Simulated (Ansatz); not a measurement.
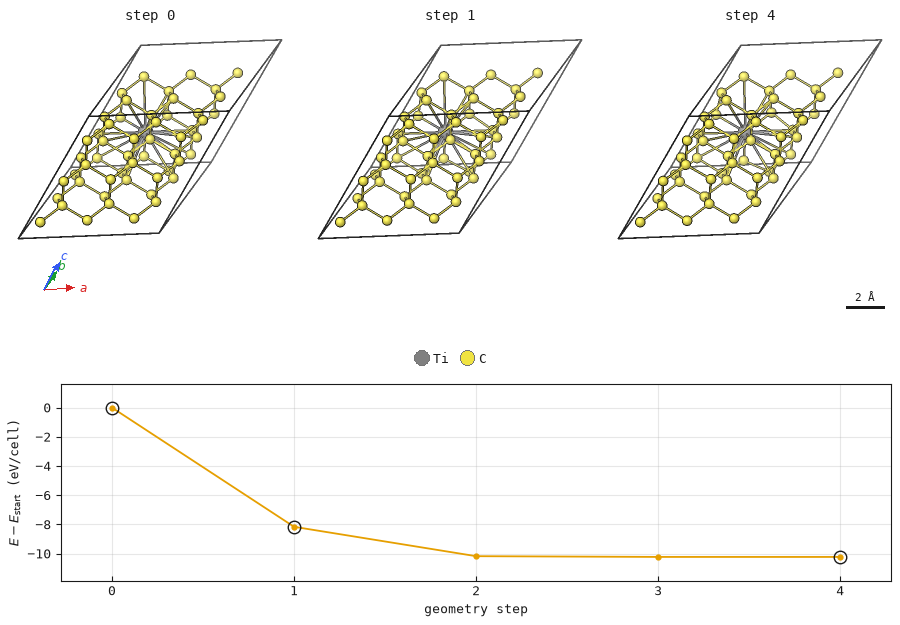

Frames of a relaxation of a defect cell of composition TiC$_{53}$, marked on the history of the run. Style: ball-and-stick. Shown: the cell of the calculation (origin shifted), from a free direction.

Computed with DFT, PBE, plane-wave PAW, default files, scalar-relativistic in Ansatz 0.2.0. Settings: plane-wave cutoff 420 eV; k-point mesh 3 × 3 × 3; occupations fermi dirac; smearing width 0.01 eV; no spin polarisation; atoms relaxed in a fixed cell; force threshold 0.03 eV/Å; at most 40 steps.

**What happens along the run?**

The largest moves, 0.28 Å, are those of C atoms. Ti stays in place. The lattice vectors keep their values. Near-neighbour distances that change, for instance: C–Ti 1.544 → 1.823 Å, C–C 1.544 → 1.487 Å, C–Ti 2.522 → 2.552 Å, C–C 1.544 → 1.553 Å. Among the angles between lasting bonds that change: Ti–C–C 109.5° → 100.4°, C–C–C 109.5° → 100.5°, C–C–C 109.5° → 116.8°. The energy falls by 10.227 eV per cell of the calculation in 4 geometry steps. The largest force component goes from 12 to 0.002 eV/Å. From step 0 to 1: C atoms move most (0.15 Å), energy −8.162 eV per cell of the calculation. From step 1 to 4: C atoms move most (0.13 Å), energy −2.065 eV per cell of the calculation.

Limits of the set-up: the periodic images lie only 7.6 Å apart, so the values are limited by the cell's size.
